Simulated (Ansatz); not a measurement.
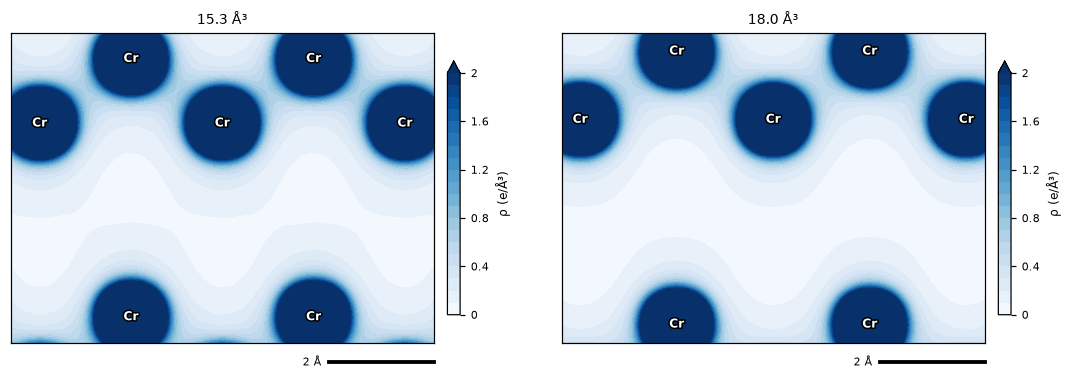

Cr. The valence charge density (pseudo) of cells scaled evenly to different volumes (given per atom above each panel), on the (011̄) plane of each (indices in the axes of the cell below), at one length scale and on one colour scale.

A generated structure, not necessarily the stable one; computed without spin polarisation.

The calculation used Ansatz 0.2.0, DFT, BLYP, plane waves (420 eV) with PAW, scalar-relativistic.

Core electrons are frozen (PAW), and the valence fields are smoothed inside the atomic spheres.

The largest cell:

```xyz
2
Lattice="0.0000 2.6226 2.6226 2.6226 0.0000 2.6226 2.6226 2.6226 0.0000" Properties=species:S:1:pos:R:3 pbc="T T T"
Cr    0.6557    0.6557    0.6557
Cr    4.5896    4.5896    4.5896
```

| volume (Å³/atom) | Cr–Cr contact in the plane (Å) | ρ at its midpoint (e/Å³) | pressure (GPa) | 
| --- | --- | --- | --- |
| 15.26 | 2.148 | 0.691 | 15.0 | 
| 17.34 | 2.242 | ? | ? | 
| 18.04 | 2.271 | 0.572 | −3.3 | 

Question: Estimate the missing row, and compare with the calculation.

Answer: Over the known rows ln ρ falls by 1.54 per Å of Cr–Cr distance (the line through the two), which gives 0.598 e/Å³ at 2.242 Å; the calculation gives 0.597 e/Å³. For the pressure, a straight line in volume between the neighbouring rows gives 1.3 GPa; the calculation gives 0.0, lower because pressure rises ever faster on compression.
